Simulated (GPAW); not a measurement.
BP (F-43m): refractive index against wavelength

The refractive index of BP (F-43m) below the direct gap (3.41 eV on the mesh) is read from one computed spectrum, n = √(Re ε).

Symmetry: F-43m, No. 216, cubic system. Conventional cell: a = 4.538 Å, b = 4.538 Å, c = 4.538 Å, α = 90.00°, β = 90.00°, γ = 90.00°. P on site c is surrounded by 4 B at 1.97 Å. B on site a is surrounded by 4 P at 1.97 Å.

Method: GPAW 26.7.0, PBE, RPA, k-mesh 13×13×13, local fields up to 60 eV, Lorentzian half width 0.15 eV.

Launch of the response step: `OMP_NUM_THREADS=1 python df.py`. The run took 25 s, its band step included, on 1 thread of Arm Neoverse V2, with other jobs on the host.

```tsv
wavelength (nm)	photon energy E (eV)	n
1550	0.800	2.9941
1310	0.946	3.0041
1064	1.165	?
850	1.459	3.0548
700	1.771	3.0996
633	1.959	3.1326
532	2.331	3.2153
```

In the single-oscillator model n² − 1 = E₀E_d/(E₀² − E²), so 1/(n² − 1) = E₀/E_d − E²/(E₀E_d) is linear in E².

Working, on the rows shown:

| x = E² (eV²) | y = 1/(n² − 1) |
| --- | --- |
| 0.639837 | 0.125555 |
| 0.895757 | 0.124617 |
| 2.12762 | 0.120022 |
| 3.13716 | 0.116177 |
| 3.83641 | 0.113466 |
| 5.43137 | 0.107088 |

Means: x̄ = 2.678, ȳ = 0.11782. Σ(x − x̄)(y − ȳ) = -0.06444, Σ(x − x̄)² = 16.77. Slope = -0.06444 / 16.77 = -0.003843; intercept = ȳ − slope · x̄ = 0.12811. Turned back into n, the line misses the rows shown by at most 0.0021.

Question: Fill in the last column of the withheld row.

Answer: At x = 1.3578 the line gives y = 0.12289, that is 3.0228. The run gave 3.0227, so the interpolation is off by 5.8e-05, 0.0 % of the range in the table.

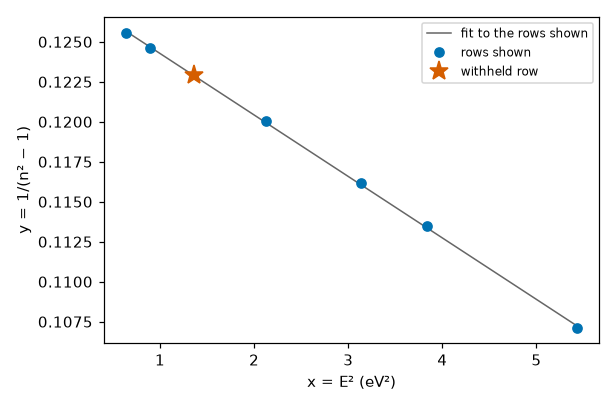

Refitted with all rows, the slope is -0.003843 and the intercept 0.12811. These give E₀ = √(intercept/−slope) = 5.77 eV and E_d = E₀/intercept = 45.1 eV; E₀ is 1.7 times the direct gap. The electronic limit at long wavelengths, without lattice vibrations, is n = √(1 + 1/intercept) = 2.967. Excitons are left out; PBE gaps are as a rule too small. The values come from a sum over the points of one k-mesh and carry its error, which grows as the direct gap shrinks. The local-field cutoff holds few shells of reciprocal vectors for this small cell, so ε∞ can read a few per cent high.

[Logs are printed without paths, hosts, clocks, repeated set-up lines and the standing remarks that a program may print on its own settings, such as how far it seeks lower states.]
